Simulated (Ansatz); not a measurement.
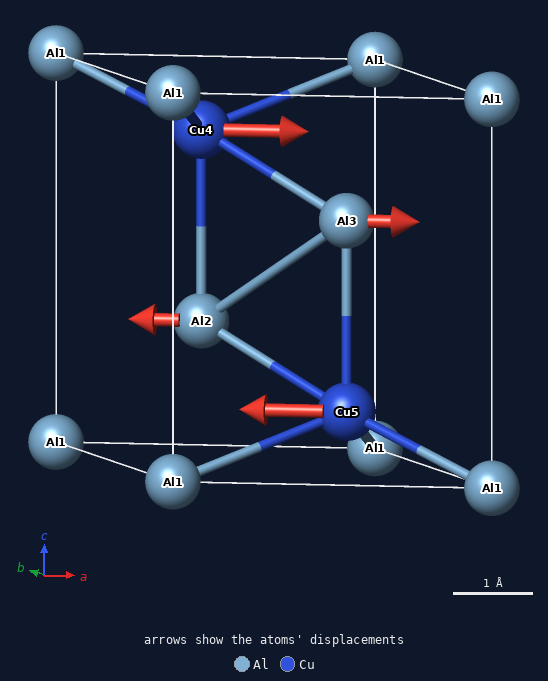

The lowest optical mode of a crystal of Al3Cu2, space group P-3m1 (No. 164), at the zone centre. The red arrows are the displacements of the atoms (eigenvector over the root of the mass), of arbitrary overall length and sign. Style: ball-and-stick. Shown: the cell of the calculation, slightly off an axis.

Theory: Ansatz 0.2.0, DFT PBEsol, scalar-relativistic, plane waves, PAW.

Input file:
```yaml
crystal:
  lattice:
    - [4.1010445752, 0.0, 0.0]
    - [-2.0505222876, 3.5516087841, 0.0]
    - [0.0, 0.0, 4.9855871857]
  atoms:
    - { symbol: Al, position: [0.0, 0.0, 0.0] }
    - { symbol: Al, position: [0.3333333333, 0.6666666667, 0.3517106672] }
    - { symbol: Al, position: [0.6666666667, 0.3333333333, 0.6482893328] }
    - { symbol: Cu, position: [0.3333333333, 0.6666666667, 0.842840828] }
    - { symbol: Cu, position: [0.6666666667, 0.3333333333, 0.157159172] }
basis:
  ecutwfc: 420
kpoints:
  mp_grid: { grid: [12, 12, 8] }
hamiltonian:
  xc: pbesol
scf:
  occupations: { method: fermi_dirac, width: 0.15 }
output:
  eigenvalues: true
phonons:
  method: dfpt
  eigenvectors: true
  qmesh: [3, 3, 2]
  temperatures: { t_max: 1000, t_step: 100 }
  qpath:
    path:
      - [[0.0, 0.0, 0.0], [0.5, 0.0, 0.0], [0.33333333, 0.33333333, 0.0], [0.0, 0.0, 0.0], [0.0, 0.0, 0.5], [0.5, 0.0, 0.5], [0.33333333, 0.33333333, 0.5], [0.0, 0.0, 0.5]]
      - [[0.5, 0.0, 0.5], [0.5, 0.0, 0.0]]
      - [[0.33333333, 0.33333333, 0.5], [0.33333333, 0.33333333, 0.0]]
    npoints: 8
```

Run as
```bash
ansatz run input.yaml --threads 4 --pin off --max-ram 12288MiB --backend cpu --events-out ev --progress --plain --runs-dir out
```

The frequencies depend somewhat on the k-mesh and the smearing.

Question: Is the structure stable against all modes at this point?

Answer: Yes: this softest mode has a real frequency, and so have all others here. That speaks for this wave vector alone: the rest of the zone wasn't checked in this run. This is the E_g mode (doubly degenerate; one member of the set is drawn) at 15.6 meV, the lowest optical level, Raman-active by symmetry. The Al (1a) atoms stay at rest; all motion is along a; atoms of one kind move against one another, with no net shift of any sublattice; the kinetic energy is shared as Cu 86 %, Al 14 %.
